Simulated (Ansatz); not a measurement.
Nudged elastic band of B12HN12 (charge +1) (part 1 of 2)

The run: nudged elastic band of B12HN12 (defect cell, 25 atoms in the cell, total charge +1). Method and program: DFT PBE+D3(BJ), scalar-relativistic, plane waves, PAW, no spin polarisation (Ansatz 0.2.0).

The structure derives from a Materials Project entry. It belongs to a series of runs on one base structure; here: climbing-image band for the jump of H by 1.41 A.

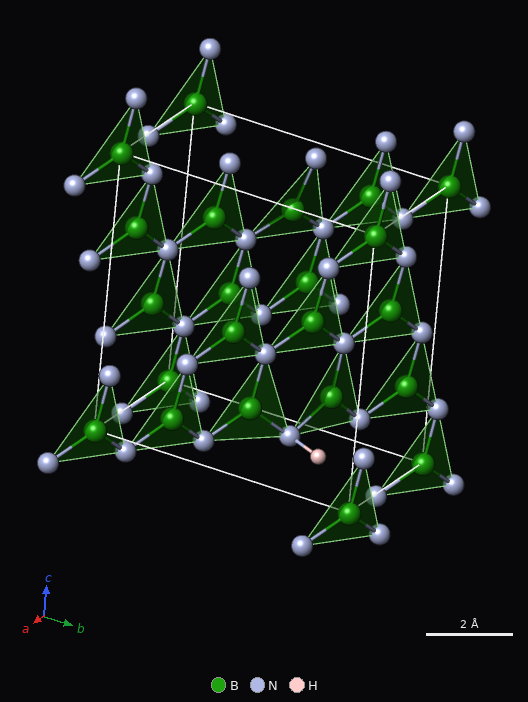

*The input geometry (polyhedral view of the cell of the calculation, seen slightly off an axis; polyhedra are completed across the faces of the cell).*

## Input
```yaml
crystal:
  lattice:
    - [-3.7615274009, -3.3394822066, -4.3376638254]
    - [3.7615274009, -3.3394822066, 4.3376638254]
    - [-3.7615274009, 3.3394822066, 4.3376638254]
  atoms:
    - { symbol: B, position: [0.1680172398, 0.7515097352, 0.9163857342] }
    - { symbol: B, position: [1.0075787014, 0.0062651054, -0.0011830714] }
    - { symbol: B, position: [0.3329497609, 0.5028506921, 0.8231815675] }
    - { symbol: B, position: [0.8339264384, 0.249493958, 0.0839217506] }
    - { symbol: B, position: [0.6801691572, 0.5033111643, 0.1699678781] }
    - { symbol: B, position: [0.1655764954, 0.2493775404, 0.4156544106] }
    - { symbol: B, position: [0.5063896328, 0.7635338397, 0.2572388374] }
    - { symbol: B, position: [0.3324259732, -6.88224e-05, 0.3345708161] }
    - { symbol: B, position: [0.9958256432, 0.4950217953, 0.4992542171] }
    - { symbol: B, position: [0.8352960926, 0.7515915591, 0.5835836297] }
    - { symbol: B, position: [0.6653462715, -0.0001751731, 0.6676015218] }
    - { symbol: B, position: [0.5004892241, 0.2501056399, 0.7497162985] }
    - { symbol: "N", position: [0.1670502391, 0.0840625682, 0.249020783] }
    - { symbol: "N", position: [0.9973084004, 0.3303105831, 0.3331024601] }
    - { symbol: "N", position: [0.3327182814, 0.8332768184, 0.1671203839] }
    - { symbol: "N", position: [0.8317314873, 0.5811121184, 0.4163845758] }
    - { symbol: "N", position: [0.6662066918, 0.8332331877, 0.5006532145] }
    - { symbol: "N", position: [0.1644926981, 0.5808178087, 0.7494449897] }
    - { symbol: "N", position: [0.4987069993, 0.0823881199, 0.5837831908] }
    - { symbol: "N", position: [0.3328991952, 0.3329523658, 0.665995519] }
    - { symbol: "N", position: [1.0050785591, 0.8373557333, 0.8323718236] }
    - { symbol: "N", position: [0.8349310834, 0.0838386752, 0.9171319921] }
    - { symbol: "N", position: [0.6674147247, 0.3333162979, 1.0001573228] }
    - { symbol: "N", position: [0.544393956, 0.6279369596, 0.0835113193] }
    - { symbol: H, position: [0.7008626524, 0.7857831112, 0.0838819442] }
total_charge: 1
basis:
  ecutwfc: 420
  xc_grid: 2
kpoints:
  mp_grid: { grid: [2, 2, 2], shift: [0.5, 0.5, 0.5] }
hamiltonian:
  xc: pbe
  dispersion: d3bj
scf:
  occupations: { method: gaussian, width: 0.02 }
output:
  forces: true
neb:
  images: 5
  f_tol: 0.05
  max_iterations: 70
  order_check: false
  final_atoms:
    - { symbol: B, position: [0.167756838, 0.7500779153, 0.9171343783] }
    - { symbol: B, position: [1.0003835725, -0.0097681933, 0.0032342646] }
    - { symbol: B, position: [0.325754632, 0.4912382272, 0.8320197374] }
    - { symbol: B, position: [0.8269437005, 0.2508492046, 0.0904775402] }
    - { symbol: B, position: [0.6679870619, 0.5022552504, 0.1678118888] }
    - { symbol: B, position: [0.1653160935, 0.2483684944, 0.4168258287] }
    - { symbol: B, position: [0.4994068949, 0.7499953121, 0.2489008529] }
    - { symbol: B, position: [0.3375076901, 0.0034285739, 0.3325294854] }
    - { symbol: B, position: [1.0009073601, 0.5021448429, 0.5008385377] }
    - { symbol: B, position: [0.8328441093, 0.7492270744, 0.5829497491] }
    - { symbol: B, position: [0.6531641761, -0.0102012791, 0.6564753404] }
    - { symbol: B, position: [0.4980372407, 0.2482875371, 0.7496287999] }
    - { symbol: "N", position: [0.1688406352, 0.0849522916, 0.2496584439] }
    - { symbol: "N", position: [1.0006150519, 0.3344021025, 0.3338918703] }
    - { symbol: "N", position: [0.336024933, 0.8357940597, 0.1663355161] }
    - { symbol: "N", position: [0.8346263341, 0.5850761915, 0.417014454] }
    - { symbol: "N", position: [0.6659186086, 0.8327425981, 0.4992349065] }
    - { symbol: "N", position: [0.1662830942, 0.5819705438, 0.7503456624] }
    - { symbol: "N", position: [0.501601846, 0.0846530885, 0.5827139645] }
    - { symbol: "N", position: [0.3282547743, 0.3272932645, 0.6656105076] }
    - { symbol: "N", position: [1.0004341382, 0.8330963238, 0.833386504] }
    - { symbol: "N", position: [0.7889393774, 0.0391173633, 0.9168763369] }
    - { symbol: "N", position: [0.6671266415, 0.3344465227, 1.0003598293] }
    - { symbol: "N", position: [0.49840225, 0.5822009088, 0.0822409251] }
    - { symbol: H, position: [0.6324706809, 0.8830192918, -0.0817462079] }
```

Hardware: 4 threads of Arm Neoverse V2, 24 GiB of memory available, shared host.

Launched with:
```bash
ansatz run input.yaml --threads 4 --pin off --max-ram 8192MiB --backend cpu --events-out ev --progress --plain --runs-dir out
```

## Output
```
Warning: neb: disabling space-group detection — the band's intermediate images generally break the endpoint symmetry, so no spatial operation reduces the k-mesh or symmetrises the density, except that a semilocal band can use its path's symmetry ahead of convergence; time reversal is kept, so that k and −k are solved as one point where they differ and the mesh holds both, and exact exchange and, on two spinor components, a DFT+U term hold to it where the run has them: on two components no moment then forms, and a state that bears one, which a typed moment (crystal.atoms[].spin; refused beside efield: under a hybrid functional) reaches, can lie lower, under hf by electronvolts; crystal.symmetry.detect: false (a key that needs symmetry detection or time reversal refuses this as the deck is read) with time_reversal: false beside it drops time reversal too
Engine: ansatz 0.2.0, aarch64-unknown-linux-gnu
Pseudopotentials: kind: paw
Pseudopotential: B, paw, valence charge 3, recommended cutoff 420 eV (normal), B.paw.azcp
Pseudopotential: N, paw, valence charge 5, recommended cutoff 420 eV (normal), N.paw.azcp
Pseudopotential: H, paw, valence charge 1, recommended cutoff 420 eV (normal), H.paw.azcp
Functional definition: PBE
  parameter kappa = 0.804
  parameter beta = 0.06672455060314922
  exchange = pbe_x(kappa = kappa, mu = beta*pi^2/3)
  correlation = pbe_c(beta = beta)
parallel-image band execution: 4 concurrent image workers
NEB image 0
Crystal: 25 atoms, lattice volume = 217.951 Å³
Basis set: ecut = 420 eV, 4277 PW (Γ), exchange–correlation on 90×90×90 points (8 copies of the dense FFT grid, shifted against one another)
Bands: 73, of which v1, the nominal top of the filled ones, is band 48 counted from 1 (47 counted from 0)
Symmetry: 1 space group operations
k-points: 4 of 8 (time reversal used)
Non-local potential: B, projectors of the file, l = 0: 2, l = 1: 2, l = 2: 1
Non-local potential: N, projectors of the file, l = 0: 2, l = 1: 2, l = 2: 1
Non-local potential: H, projectors of the file, l = 0: 2, l = 1: 1
PAW form: soft (Blöchl's): semilocal exchange-correlation on the pseudo side does not see the compensation charge
PAW one-centre angular grid: B, 110 points (default); XC on 64 Gauss nodes
PAW one-centre angular grid: N, 110 points (default); XC on 64 Gauss nodes
PAW one-centre angular grid: H, 110 points (default); XC on 64 Gauss nodes
Initial density: superposition of atomic densities (neutral atoms scaled as one to the charged cell's electrons: chi_scale 0, normalization atom), corrected by the library's trained network
Initial wavefunctions: pseudopotential atomic-orbital guess
Functional: x = pbe(κ = 0.804, μ = 0.2195149727645171), c = pbe(β = 0.06672455060314922)
SCF iter   1: F=—  HF=-6533.873622 eV  |F-HF|=—  |Δ(HF+E_count)|=         —  Δρ=1.36e-2  dr2=4.04e-1  ethr=1.77e-3  ⟨swp⟩=6.0  Hψ=1319  notcnv=0  defer=48
preconditioner: auto → Resta (q_TF=auto, 2.380 Å⁻¹)  ε∞=3.4  [insulator: Δε(μ)=4.057 eV  Ē_g=15.968 eV  σ=0.020 eV  W_gap=1.00  n_scr=58 (ndim 8)  ℏωp=24.6 eV  f_vac=0.007  D(μ)=0.00/eV (n_scr^D=0)  ε∞_Penn≈3.4]
SCF iter   2: F=—  HF=-6533.760352 eV  |F-HF|=—  |Δ(HF+E_count)|=   1.13e-1  Δρ=3.29e-3  dr2=2.86e-2  ethr=4.21e-4  ⟨swp⟩=2.2  Hψ=506  notcnv=0  defer=72
SCF iter   3: F=—  HF=-6533.756616 eV  |F-HF|=—  |Δ(HF+E_count)|=   3.74e-3  Δρ=1.60e-3  dr2=7.65e-3  ethr=2.97e-5  ⟨swp⟩=3.0  Hψ=438  notcnv=0  defer=72
SCF iter   4: F=—  HF=-6533.755545 eV  |F-HF|=—  |Δ(HF+E_count)|=   1.07e-3  Δρ=2.94e-4  dr2=2.45e-4  ethr=7.97e-6  ⟨swp⟩=2.5  Hψ=404  notcnv=0  defer=72
SCF iter   5: F=—  HF=-6533.755653 eV  |F-HF|=—  |Δ(HF+E_count)|=   1.08e-4  Δρ=1.53e-4  dr2=4.76e-5  ethr=2.55e-7  ⟨swp⟩=2.0  Hψ=409  notcnv=0  defer=72
SCF iter   6: F=—  HF=-6533.755628 eV  |F-HF|=—  |Δ(HF+E_count)|=   2.48e-5  Δρ=3.48e-5  dr2=2.29e-6  ethr=4.96e-8  ⟨swp⟩=2.0  Hψ=412  notcnv=0  defer=72
SCF iter   7: F=—  HF=-6533.755632 eV  |F-HF|=—  |Δ(HF+E_count)|=   3.65e-6  Δρ=8.46e-6  dr2=1.40e-7  ethr=2.38e-9  ⟨swp⟩=2.0  Hψ=412  notcnv=0  defer=72
SCF iter   8: F=-6533.755632 eV  HF=-6533.755632 eV  |F-HF|=2.18e-8  |Δ(HF+E_count)|=   1.60e-7  Δρ=4.83e-6  dr2=4.64e-8  ethr=1.04e-10  ⟨swp⟩=4.5  Hψ=858  notcnv=0
SCF 1 converged in 8 iterations: F = -6533.755632 eV  dr2 = 4.64e-8
  greatest PAW one-centre occupation: 0.798 electrons in one spin orbital (limit 2), on the N atom at site 17 (counted from 0), in its partial waves of l = 0
NSCF: frozen V_eff on 4 k-points
NEB image 6
SCF iter   1: F=—  HF=-6533.873558 eV  |F-HF|=—  |Δ(HF+E_count)|=         —  Δρ=1.36e-2  dr2=4.04e-1  ethr=1.77e-3  ⟨swp⟩=6.0  Hψ=1324  notcnv=0  defer=47
SCF iter   2: F=—  HF=-6533.760276 eV  |F-HF|=—  |Δ(HF+E_count)|=   1.13e-1  Δρ=3.30e-3  dr2=2.86e-2  ethr=4.21e-4  ⟨swp⟩=2.2  Hψ=506  notcnv=0  defer=72
SCF iter   3: F=—  HF=-6533.756617 eV  |F-HF|=—  |Δ(HF+E_count)|=   3.66e-3  Δρ=1.60e-3  dr2=7.64e-3  ethr=2.98e-5  ⟨swp⟩=3.0  Hψ=438  notcnv=0  defer=72
SCF iter   4: F=—  HF=-6533.755554 eV  |F-HF|=—  |Δ(HF+E_count)|=   1.06e-3  Δρ=2.96e-4  dr2=2.48e-4  ethr=7.96e-6  ⟨swp⟩=2.8  Hψ=422  notcnv=0  defer=72
SCF iter   5: F=—  HF=-6533.755663 eV  |F-HF|=—  |Δ(HF+E_count)|=   1.09e-4  Δρ=1.53e-4  dr2=4.80e-5  ethr=2.58e-7  ⟨swp⟩=2.0  Hψ=409  notcnv=0  defer=72
SCF iter   6: F=—  HF=-6533.755628 eV  |F-HF|=—  |Δ(HF+E_count)|=   3.45e-5  Δρ=3.48e-5  dr2=2.31e-6  ethr=5.00e-8  ⟨swp⟩=2.0  Hψ=412  notcnv=0  defer=72
SCF iter   7: F=—  HF=-6533.755632 eV  |F-HF|=—  |Δ(HF+E_count)|=   3.69e-6  Δρ=8.34e-6  dr2=1.36e-7  ethr=2.41e-9  ⟨swp⟩=2.0  Hψ=412  notcnv=0  defer=72
SCF iter   8: F=-6533.755632 eV  HF=-6533.755632 eV  |F-HF|=2.15e-8  |Δ(HF+E_count)|=   1.64e-7  Δρ=4.77e-6  dr2=4.47e-8  ethr=1.04e-10  ⟨swp⟩=4.5  Hψ=861  notcnv=0
SCF 2 converged in 8 iterations: F = -6533.755632 eV  dr2 = 4.47e-8
[... from here on the iterations of each SCF are left out, up to the last one ...]
NSCF: frozen V_eff on 4 k-points
NEB end point (image 0): max|allowed force component| = 9.723e-3 eV/Å (the criterion of neb.relax_end_points is 1.000e-2)
NEB end point (image 6): max|allowed force component| = 9.723e-3 eV/Å (the criterion of neb.relax_end_points is 1.000e-2)
NEB image 1
preconditioner: auto → Resta (q_TF=auto, 2.380 Å⁻¹)  ε∞=3.4  [insulator: Δε(μ)=4.030 eV  Ē_g=15.892 eV  σ=0.020 eV  W_gap=1.00  n_scr=58 (ndim 8)  ℏωp=24.6 eV  f_vac=0.007  D(μ)=0.00/eV (n_scr^D=0)  ε∞_Penn≈3.4]
SCF 3 converged in 8 iterations: F = -6533.385386 eV  dr2 = 4.74e-8
NEB image 2
preconditioner: auto → Resta (q_TF=auto, 2.380 Å⁻¹)  ε∞=3.4  [insulator: Δε(μ)=3.668 eV  Ē_g=15.832 eV  σ=0.020 eV  W_gap=1.00  n_scr=58 (ndim 8)  ℏωp=24.6 eV  f_vac=0.006  D(μ)=0.00/eV (n_scr^D=0)  ε∞_Penn≈3.4]
SCF 4 converged in 8 iterations: F = -6532.814423 eV  dr2 = 4.79e-8
NEB image 3
preconditioner: auto → Resta (q_TF=auto, 2.380 Å⁻¹)  ε∞=3.4  [insulator: Δε(μ)=3.426 eV  Ē_g=15.814 eV  σ=0.020 eV  W_gap=1.00  n_scr=58 (ndim 8)  ℏωp=24.6 eV  f_vac=0.006  D(μ)=0.00/eV (n_scr^D=0)  ε∞_Penn≈3.4]
SCF 5 converged in 8 iterations: F = -6532.568717 eV  dr2 = 1.03e-8
NEB image 4
preconditioner: auto → Resta (q_TF=auto, 2.380 Å⁻¹)  ε∞=3.4  [insulator: Δε(μ)=3.668 eV  Ē_g=15.833 eV  σ=0.020 eV  W_gap=1.00  n_scr=58 (ndim 8)  ℏωp=24.6 eV  f_vac=0.006  D(μ)=0.00/eV (n_scr^D=0)  ε∞_Penn≈3.4]
SCF 6 converged in 8 iterations: F = -6532.814423 eV  dr2 = 4.66e-8
NEB image 5
preconditioner: auto → Resta (q_TF=auto, 2.380 Å⁻¹)  ε∞=3.4  [insulator: Δε(μ)=4.030 eV  Ē_g=15.892 eV  σ=0.020 eV  W_gap=1.00  n_scr=58 (ndim 8)  ℏωp=24.6 eV  f_vac=0.006  D(μ)=0.00/eV (n_scr^D=0)  ε∞_Penn≈3.4]
SCF 7 converged in 8 iterations: F = -6533.385386 eV  dr2 = 4.59e-8
NEB iter   1: max|band force component| = 2.346e0 eV/Å  barrier→ = 1.1869 eV  barrier← = 1.1869 eV  Δτ_max = 0.1686 Å  (56 SCF iters)
NEB image 1
Initial density: handed on by an earlier stage of this run
Initial wavefunctions: those handed on with the density
preconditioner: auto → Resta (q_TF=auto, 2.380 Å⁻¹)  ε∞=3.4  [insulator: Δε(μ)=3.892 eV  Ē_g=15.826 eV  σ=0.020 eV  W_gap=1.00  n_scr=58 (ndim 8)  ℏωp=24.6 eV  f_vac=0.026  D(μ)=0.00/eV (n_scr^D=0)  ε∞_Penn≈3.4]
SCF 8 converged in 7 iterations: F = -6533.607331 eV  dr2 = 8.39e-8
NEB image 2
preconditioner: auto → Resta (q_TF=auto, 2.380 Å⁻¹)  ε∞=3.4  [insulator: Δε(μ)=3.892 eV  Ē_g=15.770 eV  σ=0.020 eV  W_gap=1.00  n_scr=58 (ndim 8)  ℏωp=24.6 eV  f_vac=0.038  D(μ)=0.00/eV (n_scr^D=0)  ε∞_Penn≈3.4]
SCF 9 converged in 8 iterations: F = -6533.184960 eV  dr2 = 4.74e-8
NEB image 3
preconditioner: auto → Resta (q_TF=auto, 2.380 Å⁻¹)  ε∞=3.4  [insulator: Δε(μ)=3.898 eV  Ē_g=15.750 eV  σ=0.020 eV  W_gap=1.00  n_scr=58 (ndim 8)  ℏωp=24.6 eV  f_vac=0.045  D(μ)=0.00/eV (n_scr^D=0)  ε∞_Penn≈3.4]
SCF 10 converged in 8 iterations: F = -6532.977450 eV  dr2 = 4.61e-8
NEB image 4
SCF 11 converged in 8 iterations: F = -6533.184960 eV  dr2 = 4.68e-8
NEB image 5
SCF 12 converged in 7 iterations: F = -6533.607331 eV  dr2 = 8.44e-8
NEB iter   2: max|band force component| = 2.304e0 eV/Å  barrier→ = 0.7782 eV  barrier← = 0.7782 eV  Δτ_max = 0.1956 Å  (38 SCF iters)
[... from here on the SCF iterations and repeated set-up lines of each step are left out, up to the last step ...]
NEB image 1
SCF 13 converged in 7 iterations: F = -6533.556732 eV  dr2 = 9.91e-8
NEB image 2
SCF 14 converged in 8 iterations: F = -6533.133264 eV  dr2 = 7.78e-8
NEB image 3
SCF 15 converged in 7 iterations: F = -6533.039647 eV  dr2 = 6.93e-8
NEB image 4
SCF 16 converged in 8 iterations: F = -6533.133273 eV  dr2 = 7.55e-8
NEB image 5
SCF 17 converged in 8 iterations: F = -6533.556732 eV  dr2 = 1.53e-8
NEB iter   3: max|band force component| = 3.447e0 eV/Å  barrier→ = 0.7160 eV  barrier← = 0.7160 eV  Δτ_max = 0.1005 Å  (38 SCF iters)
NEB image 1
SCF 18 converged in 7 iterations: F = -6533.677722 eV  dr2 = 2.69e-8
NEB image 2
SCF 19 converged in 8 iterations: F = -6533.376386 eV  dr2 = 1.16e-8
NEB image 3
SCF 20 converged in 7 iterations: F = -6533.064616 eV  dr2 = 1.30e-8
NEB image 4
SCF 21 converged in 8 iterations: F = -6533.376387 eV  dr2 = 1.15e-8
NEB image 5
SCF 22 converged in 7 iterations: F = -6533.677722 eV  dr2 = 2.74e-8
NEB iter   4: max|band force component| = 7.256e-1 eV/Å  barrier→ = 0.6910 eV  barrier← = 0.6910 eV  Δτ_max = 0.0399 Å  (37 SCF iters)
NEB image 1
SCF 23 converged in 6 iterations: F = -6533.689104 eV  dr2 = 4.46e-8
NEB image 2
SCF 24 converged in 7 iterations: F = -6533.433973 eV  dr2 = 4.39e-9
NEB image 3
SCF 25 converged in 6 iterations: F = -6533.067667 eV  dr2 = 1.04e-8
NEB image 4
SCF 26 converged in 7 iterations: F = -6533.433973 eV  dr2 = 4.36e-9
NEB image 5
SCF 27 converged in 6 iterations: F = -6533.689104 eV  dr2 = 4.42e-8
NEB iter   5: max|band force component| = 4.448e-1 eV/Å  barrier→ = 0.6880 eV  barrier← = 0.6880 eV  CI = image 3  Δτ_max = 0.0158 Å  (32 SCF iters)
NEB image 1
preconditioner: auto → Resta (q_TF=auto, 2.380 Å⁻¹)  ε∞=3.4  [insulator: Δε(μ)=3.893 eV  Ē_g=15.852 eV  σ=0.020 eV  W_gap=1.00  n_scr=58 (ndim 8)  ℏωp=24.6 eV  f_vac=0.021  D(μ)=0.00/eV (n_scr^D=0)  ε∞_Penn≈3.4]
SCF 28 converged in 5 iterations: F = -6533.688866 eV  dr2 = 6.49e-8
NEB image 2
preconditioner: auto → Resta (q_TF=auto, 2.380 Å⁻¹)  ε∞=3.4  [insulator: Δε(μ)=3.894 eV  Ē_g=15.812 eV  σ=0.020 eV  W_gap=1.00  n_scr=58 (ndim 8)  ℏωp=24.6 eV  f_vac=0.028  D(μ)=0.00/eV (n_scr^D=0)  ε∞_Penn≈3.4]
SCF 29 converged in 6 iterations: F = -6533.445438 eV  dr2 = 6.52e-8
NEB image 3
preconditioner: auto → Resta (q_TF=auto, 2.380 Å⁻¹)  ε∞=3.4  [insulator: Δε(μ)=3.907 eV  Ē_g=15.753 eV  σ=0.020 eV  W_gap=1.00  n_scr=58 (ndim 8)  ℏωp=24.6 eV  f_vac=0.030  D(μ)=0.00/eV (n_scr^D=0)  ε∞_Penn≈3.4]
SCF 30 converged in 5 iterations: F = -6533.068344 eV  dr2 = 4.64e-8
NEB image 4
SCF 31 converged in 6 iterations: F = -6533.445438 eV  dr2 = 6.50e-8
NEB image 5
iter 1 solved again at ethr=1.16e-6 eV; its pass at ethr=3.10e-3 eV (dr2=1.12e-3 eV) is discarded
SCF iter   1: F=—  HF=-6533.689360 eV  |F-HF|=—  |Δ(HF+E_count)|=         —  Δρ=8.59e-4  dr2=1.20e-3  ethr=1.16e-6  ⟨swp⟩=4.5  Hψ=1101  notcnv=0
SCF iter   2: F=—  HF=-6533.689011 eV  |F-HF|=—  |Δ(HF+E_count)|=   3.49e-4  Δρ=4.00e-4  dr2=2.52e-4  ethr=1.16e-6  ⟨swp⟩=2.8  Hψ=488  notcnv=0
SCF iter   3: F=—  HF=-6533.688930 eV  |F-HF|=—  |Δ(HF+E_count)|=   8.04e-5  Δρ=5.96e-5  dr2=5.57e-6  ethr=2.62e-7  ⟨swp⟩=2.0  Hψ=435  notcnv=0
SCF iter   4: F=—  HF=-6533.688866 eV  |F-HF|=—  |Δ(HF+E_count)|=   6.47e-5  Δρ=2.06e-5  dr2=7.64e-7  ethr=5.80e-9  ⟨swp⟩=2.0  Hψ=470  notcnv=0
SCF iter   5: F=-6533.688866 eV  HF=-6533.688866 eV  |F-HF|=2.58e-8  |Δ(HF+E_count)|=   1.73e-7  Δρ=4.97e-6  dr2=6.52e-8  ethr=1.04e-10  ⟨swp⟩=2.8  Hψ=1086  notcnv=0
SCF 32 converged in 5 iterations: F = -6533.688866 eV  dr2 = 6.52e-8
NEB image 1
NSCF: frozen V_eff on 4 k-points
NEB image 2
NSCF: frozen V_eff on 4 k-points
NEB image 4
NSCF: frozen V_eff on 4 k-points
NEB image 5
NSCF: frozen V_eff on 4 k-points
NEB image 3
NSCF: frozen V_eff on 4 k-points
the band table was solved once a step of the walk had ended and its energy, with any forces and stress, was formed, with the checks that follow a solve (1384 applications of the Hamiltonian). They found nothing against the state; the energy, forces and stress were not computed again (output.eigenvalues in the input reference)
NEB iter   6: max|band force component| = 3.924e-2 eV/Å  barrier→ = 0.6873 eV  barrier← = 0.6873 eV  CI = image 3  Δτ_max = 0.0000 Å  (27 SCF iters)
```

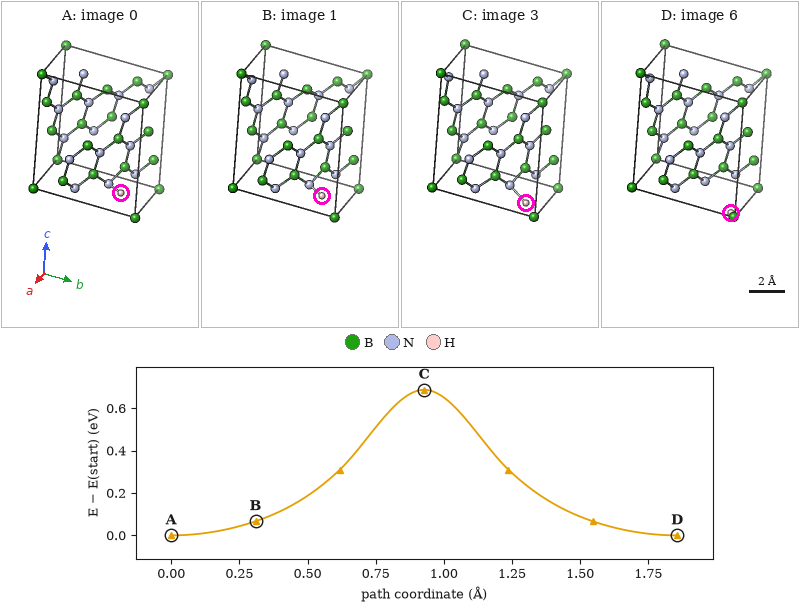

*Images of the last band (counted from 0; ball-and-stick, simulation cell, seen slightly off an axis), with the moving atom and its periodic copies ringed, above the energy along the path; the line is a cubic interpolation that uses the forces.*

The highest image is number 3, 0.687 eV above the start and 0.687 eV above the end (the climbing image); start and end have the same energy. The path is 1.86 Å long, and H25 moves most (1.41 Å). The band converged in 6 iterations.
